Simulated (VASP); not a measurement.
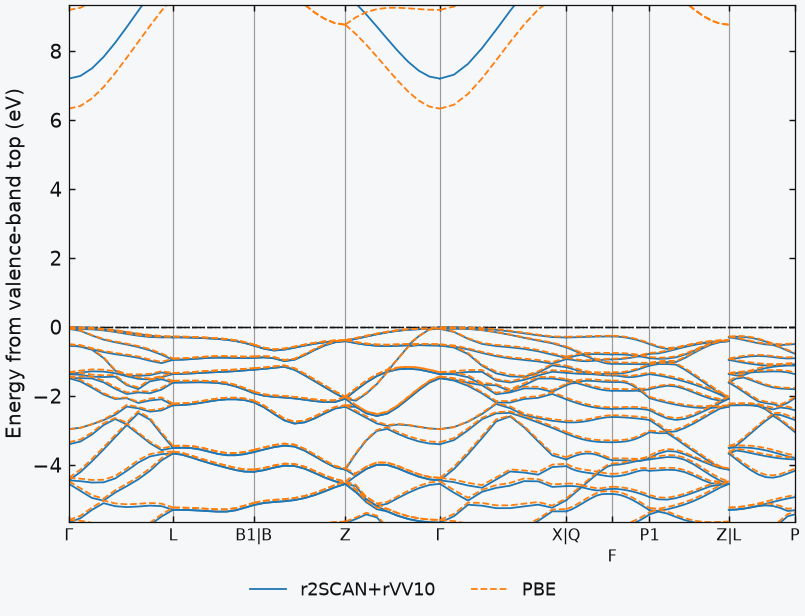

Band structures of corundum-type Al₂O₃, space group R-3c, 10 atoms in the primitive cell (a = 4.748 Å, c = 12.957 Å (hexagonal axes)), by two methods on the same cell. Each is counted from its own valence-band top.

What changes from one method to the other?

r2SCAN+rVV10 gives a gap of 7.20 eV along the path and PBE gives a gap of 6.33 eV along the path. Over the top 3 filled bands the two differ by 0.03 eV on average.

Settings. r2SCAN+rVV10: r2SCAN+rVV10, VASP PAW PBE potentials, release 64 (Al, O), no spin polarisation, no spin-orbit coupling, 8×8×8 k mesh, 520 eV cutoff, Gaussian smearing of 0.02 eV (VASP 6.6.1). PBE: VASP PAW PBE potentials, release 64 (Al, O), no spin polarisation, no spin-orbit coupling, 8×8×8 k mesh, 520 eV cutoff, Gaussian smearing of 0.02 eV (VASP).

In reduced coordinates of the cell that was run, L is (0.5, 0, 0), B1 is (0.5, 0.234, −0.234), B is (0.766, 0.5, 0.234), Z is (0.5, 0.5, 0.5), X is (0.367, 0, −0.367), Q is (0.633, 0.367, 0), F is (0.5, 0.5, 0), P1 is (0.633, 0.633, 0.234) and P is (0.766, 0.367, 0.367). The cell is at 0 GPa in r2SCAN+rVV10 and 9 GPa in PBE. LDA, GGA and most meta-GGA functionals understate gaps. r2SCAN+rVV10: the PAW data sets were made with another functional.
